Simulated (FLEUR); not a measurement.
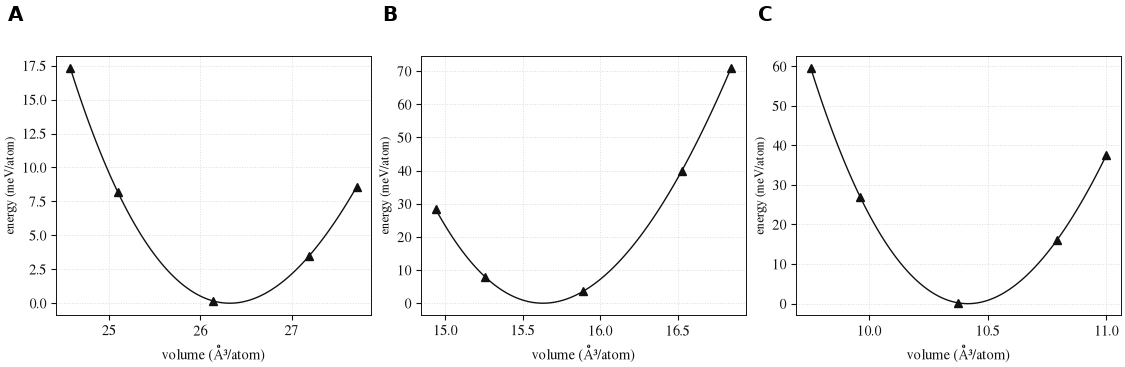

Each panel shows the energy against volume for one of these solids: In, I4/mmm (No. 139); Mo, Im-3m (No. 229); WC, P-6m2 (No. 187).

Calculation (FLEUR MaX-R8.1 (later development tree)): all-electron LAPW DFT, no spin polarisation; energies at scaled volumes of the given cell, shape and fractions fixed, counted from the fit's minimum, third-order Birch-Murnaghan fit. Level: r2SCAN.

Question: Match the panels to the solids.

Answer: A is In (energy from 0.16 meV/atom to 17.33 meV/atom, V0 26.32 Å³/atom, B0 41.6 GPa); B is Mo (energy from 3.65 meV/atom to 70.99 meV/atom, V0 15.63 Å³/atom, B0 274 GPa); C is WC (energy from 0.18 meV/atom to 59.51 meV/atom, V0 10.42 Å³/atom, B0 404 GPa).

For In, limits of the calculation: shape and atomic fractions are frozen while scaling, which makes layered, chain and framework solids too stiff.

For WC, limits of the calculation: shape and atomic fractions are frozen while scaling, which makes layered, chain and framework solids too stiff.
